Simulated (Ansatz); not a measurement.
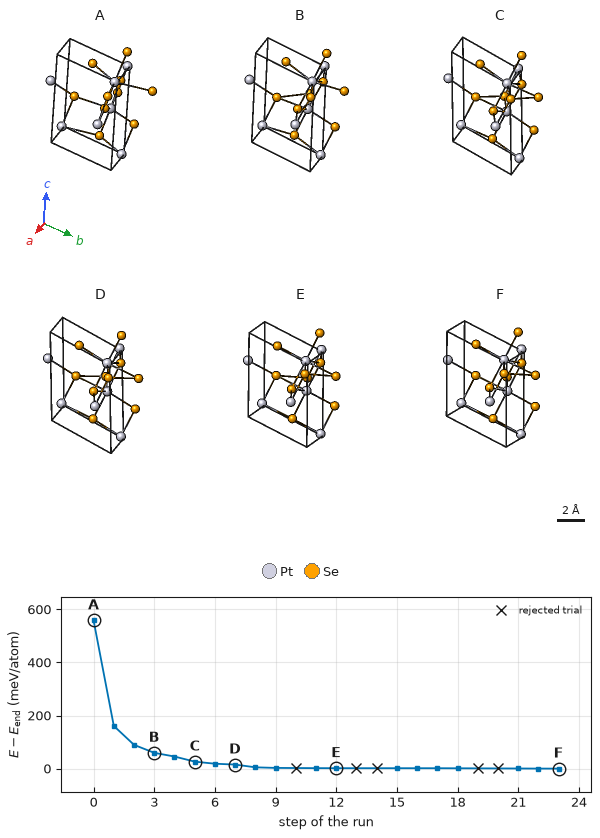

Frames of a relaxation of a crystal of PtSe$_{2}$ (built on the anatase type), marked on the history of the run. A ball-and-stick model of the cell of the calculation, reduced to other axes, seen slightly off an axis. Lengths and directions refer to the drawn axes.

Case: shaken.

All numbers below come from DFT, PBEsol, plane waves, PAW in Ansatz 0.2.0.

Input file:
```yaml
crystal:
  lattice:
    - [-2.4975036607, 2.5562071958, 5.80293216]
    - [2.5318700334, -2.4195326081, 5.7588620597]
    - [2.4617901345, 2.383819082, -5.7440584636]
  atoms:
    - { symbol: Pt, position: [0.7049185261, 0.2117984943, 0.4255711538] }
    - { symbol: Pt, position: [0.0286846442, 0.0438954957, 0.0572308946] }
    - { symbol: Se, position: [0.5411352385, 0.0466081515, 0.4957783713] }
    - { symbol: Se, position: [0.7913440084, 0.8273676131, 0.0564088049] }
    - { symbol: Se, position: [0.2437655294, 0.2166350246, 0.0513107531] }
    - { symbol: Se, position: [0.9844685249, 0.4124940235, 0.4839965224] }
kpoints:
  mp_grid: { grid: [6, 6, 6] }
hamiltonian:
  xc: pbesol
scf:
  occupations: { method: fermi_dirac, width: 0.05 }
relax:
  f_tol: 0.01
  cell: {}
  max_steps: 120
```

Command:
```bash
ansatz run input.yaml --threads 2 --pin off --max-ram 2211MiB --backend cpu --events-out ev --progress --plain --runs-dir out
```

Describe the path.

Answer. The run was cut off at its time limit before the relaxation converged, so the last structure is only a point on the way. Se3 moves most relative to the cell: 0.64 Å roughly along [0 3 1]. By element the largest moves are Se 0.64 Å, Pt 0.20 Å. The volume changes by −11.6 %, with a 4.941 → 4.759 Å (−3.7 %), b 4.994 → 5.073 Å (+1.6 %), c 6.689 → 6.399 Å (−4.3 %), α 111.3° → 117.0°, β 110.1° → 101.5°, γ 90.8° → 102.7°. Near-neighbour distances that change, for instance: Se3–Se5 4.655 → 3.199 Å, Se3–Se6 3.938 → 3.044 Å, Se4–Se5 3.853 → 3.044 Å, Se3–Se6 (another image) 3.710 → 2.949 Å. Among the angles between lasting bonds that change: Se3–Pt2–Se6 97.2° → 137.1°, Se4–Pt1–Se5 106.0° → 137.0°, Se4–Pt1–Se5 90.0° → 68.4°. The space group (tolerance 0.01 Å) goes from P1 (No. 1) to P-1 (No. 2). The energy falls by 558 meV per atom in 18 accepted moves (23 points after the start). Largest force component: 5.8 eV/Å at the start, 0.02 eV/Å at the end. The pressure goes from 16.23 to −0.09 GPa. The line search rejected the trial steps at points 10, 13, 14, 19, 20 of the run. From step 0 to 3: Se atoms move most (0.43 Å), volume −2.6 %, energy −499 meV per atom. From step 3 to 5: Se6 moves most (0.25 Å), volume −3.8 %, energy −33.2 meV per atom. From step 5 to 7: Se3 moves most (0.15 Å), volume −0.1 %, energy −11.1 meV per atom. From step 7 to 12: Se6 moves most (0.18 Å), volume −4.1 %, energy −13.7 meV per atom. From step 12 to 23: Se atoms move most (0.12 Å), volume −1.5 %, energy −1.6 meV per atom.

| step | E − E(0), meV/atom | largest force component, eV/Å | pressure, GPa | volume, Å³/atom | note |
| --- | --- | --- | --- | --- | --- |
| 0 | 0.00 | 5.7555 | 16.23 | 23.763 |  |
| 1 | -397.46 | 1.1673 | 0.31 | 24.647 |  |
| 2 | -468.76 | 0.5363 | 1.11 | 23.618 |  |
| 3 | -498.82 | 0.2780 | 1.21 | 23.157 |  |
| 4 | -512.76 | 0.2650 | -0.20 | 22.965 |  |
| 5 | -532.00 | 0.3697 | 0.66 | 22.272 |  |
| 6 | -539.88 | 0.1958 | -0.53 | 22.212 |  |
| 7 | -543.09 | 0.1816 | -0.35 | 22.246 |  |
| 8 | -553.42 | 0.0898 | -0.50 | 21.859 |  |
| 9 | -555.66 | 0.0423 | -0.10 | 21.537 |  |
| 10 | -555.71 | 0.1392 | 0.23 | 21.194 | rejected |
| 11 | -556.56 | 0.0247 | 0.07 | 21.383 |  |
| 12 | -556.74 | 0.0242 | 0.05 | 21.324 |  |
| 13 | -556.15 | 0.1102 | -0.15 | 21.150 | rejected |
| 14 | -556.73 | 0.0500 | 0.00 | 21.247 | rejected |
| 15 | -556.80 | 0.0139 | -0.04 | 21.300 |  |
| 16 | -556.84 | 0.0035 | 0.01 | 21.255 |  |
| 17 | -556.86 | 0.0113 | 0.00 | 21.219 |  |
| 18 | -557.10 | 0.1901 | 0.33 | 20.850 |  |
| 19 | -556.88 | 0.0331 | -0.08 | 21.205 | rejected |
| 20 | -556.96 | 0.1896 | -0.21 | 21.130 | rejected |
| 21 | -557.85 | 0.0953 | -0.04 | 21.036 |  |
| 22 | -558.18 | 0.0405 | -0.01 | 21.023 |  |
| 23 | -558.35 | 0.0203 | -0.09 | 21.013 |  |
